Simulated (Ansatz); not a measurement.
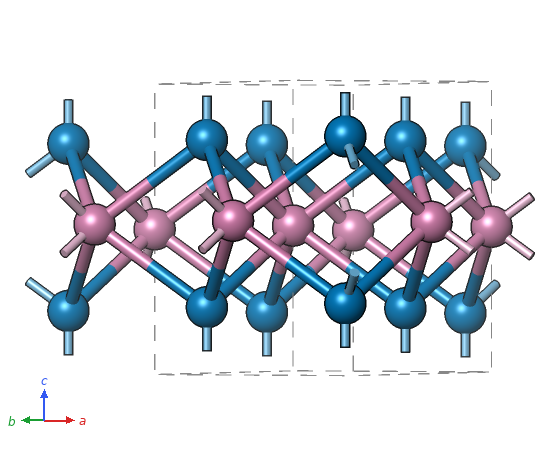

A cut-out of a periodic net derived from a crystal structure. Nodes are coloured by topological kind. Edges to nodes outside the piece are drawn as stubs.

Question: Describe the net.

Answer: A binodal (4,6)-connected, three-periodic net.

Question: Give point symbol and coordination sequence of each kind of node.

Answer: 4-connected node: 4^3.6^3, sequence 4, 16, 29, 52; 6-connected node: 4^3.6^12, sequence 6, 12, 32, 54.

Where the net comes from. System SnSe₂ (space group P-6m2, No. 187); source of the atomic positions: the input geometry of an electronic-structure calculation (not necessarily at equilibrium); the starting structure was generated, so it need not be a known form of this composition. Bonds are taken as Se–Se below 2.8 Å and Se–Sn below 3.3 Å; no other contact counts. Atoms with one bond or none are removed and atoms with two bonds are replaced by edges, until no such atom is left. Se is a 4-connected node; Sn is a 6-connected node, in the ratio 2:1.
